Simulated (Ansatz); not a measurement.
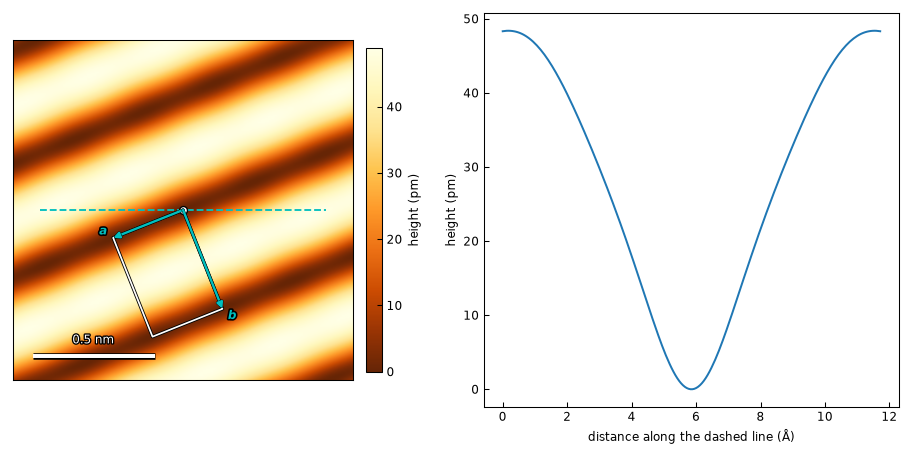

Constant-current image at a set point of 5.6 × 10⁻⁵ e/Å³ of TaN(110) (Fm-3m bulk, 8 atomic planes (those closer than 0.6 Å count as one), 11 Å, TaN-terminated), sample bias +0.50 V. The white outline is the surface cell of the coordinates below, with its origin (dot) on a lattice point and its vectors a and b marked. The right panel is the profile along the dashed line.

Images follow the Tersoff–Hamann model: the current is the local density of the sample's states between the Fermi level and the bias, at the tip's centre. Bias windows are sharp sums over the levels of the k mesh.

The calculation used Ansatz 0.2.0, DFT PBE, scalar-relativistic, plane waves, PAW. Cutoff 420 eV, 16 × 12 k-points, Gaussian smearing 0.05 eV, dipole correction. The slab is a cut without reconstruction beyond its cell, at the source's lattice constants, with its lower half held fixed and the rest relaxed. No spin polarisation. Spin–orbit coupling is left out; with Ta it can shift levels and gaps. The run warns that the functional's potential is rough in the thin density of the vacuum, where the tip is; weak contrasts and barriers may feel it. On this mesh the free atoms still feel up to 0.20 eV/Å.

```yaml
crystal:
  lattice:
    - [3.08157, 0.00000, 0.00000]
    - [0.00000, 4.35800, 0.00000]
    - [0.00000, 0.00000, 27.78550]
  atoms:
    - { symbol: Ta, position: [0.50000, 0.00000, 0.30591] }
    - { symbol: "N", position: [0.50000, 0.50000, 0.30591] }
    - { symbol: Ta, position: [0.00000, 0.50000, 0.36137] }
    - { symbol: "N", position: [0.00000, 0.00000, 0.36137] }
    - { symbol: Ta, position: [0.50000, 0.00000, 0.41682] }
    - { symbol: "N", position: [0.50000, 0.50000, 0.41682] }
    - { symbol: Ta, position: [0.00000, 0.50000, 0.47227] }
    - { symbol: "N", position: [0.00000, 0.00000, 0.47227] }
    - { symbol: Ta, position: [0.50000, 0.00000, 0.53454] }
    - { symbol: "N", position: [0.50000, 0.50000, 0.52938] }
    - { symbol: Ta, position: [0.00000, 0.50000, 0.58508] }
    - { symbol: "N", position: [0.00000, 0.00000, 0.59286] }
    - { symbol: Ta, position: [0.50000, 0.00000, 0.65398] }
    - { symbol: "N", position: [0.50000, 0.50000, 0.64315] }
    - { symbol: Ta, position: [0.00000, 0.50000, 0.69729] }
    - { symbol: "N", position: [0.00000, 0.00000, 0.70663] }
```

**Which atoms or sites appear bright, which dark, and how strong is the contrast?**

The brightest spots lie over the sites above the N atoms 1.8 Å below the top plane and the top Ta atoms; the darkest points are over the top N atoms and the Ta atoms 1.5 Å below the top plane. The corrugation is 49 pm at a mean tip height of 4.0 Å.
